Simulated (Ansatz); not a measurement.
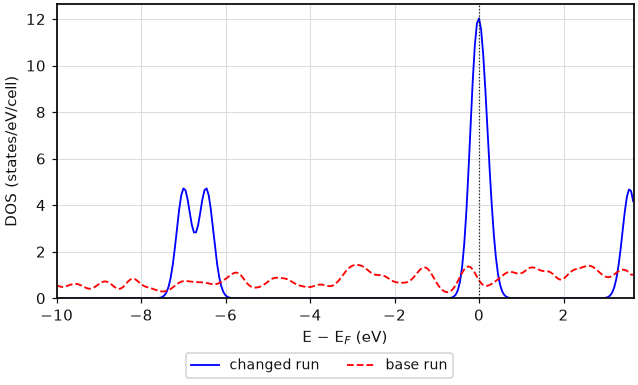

Densities of states of two runs on Ge2H, space group I4/mmm, 3 atoms in the cell, each from its own Fermi level, built from the levels of each run's k mesh with Gaussians 0.4 eV wide, which blur the band edges.

Input of the base run:

```
crystal:
  lattice:
    - [0.0, 3.064919, 0.0]
    - [3.064919, 0.0, 0.0]
    - [1.53246, 1.53246, -4.117331]
  atoms:
    - { symbol: H, position: [0.0, 0.0, 0.0] }
    - { symbol: Ge, position: [0.333, 0.333, 0.334] }
    - { symbol: Ge, position: [0.667, 0.667, 0.666] }
  symmetry: { tolerance: 0.0003 }
kpoints:
  mp_grid: { grid: [6, 6, 6], shift: [0, 0, 0] }
magnetization:
  spin_polarized: false
scf:
  occupations: { method: fermi_dirac }
hamiltonian:
  pseudopotentials: { kind: paw }
  xc: r2scan
basis:
  ecutwfc: 500
output:
  forces: true
  stress: true
  eigenvalues: true
  write_density: true
  write_potential: true
  elf: true
  volumetric_format: npy
```

Run as:
```bash
ansatz run input.yaml --threads 1 --pin off --max-ram 2560MiB --backend cpu --events-out ev --progress --plain --runs-dir out
```

The second run changes kpoints.mp_grid.grid from [6, 6, 6] to [1, 1, 1] and scf.max_iter from the default to 60.

### What do the changes do to the electronic structure?

Both runs have no gap on their mesh. The coarser mesh has fewer levels, so its curve breaks up into taller, sparser peaks. The free energy rises by 2894 meV an atom. The changed input is faulty (one k-point for a small cell), so its curve is no property of the material.

On the base run: The structure was built from a prototype or by substitution, so it need not be a known phase. The atoms aren't at rest in this cell (largest force 1.7 eV/Å), so the relaxed material can differ.
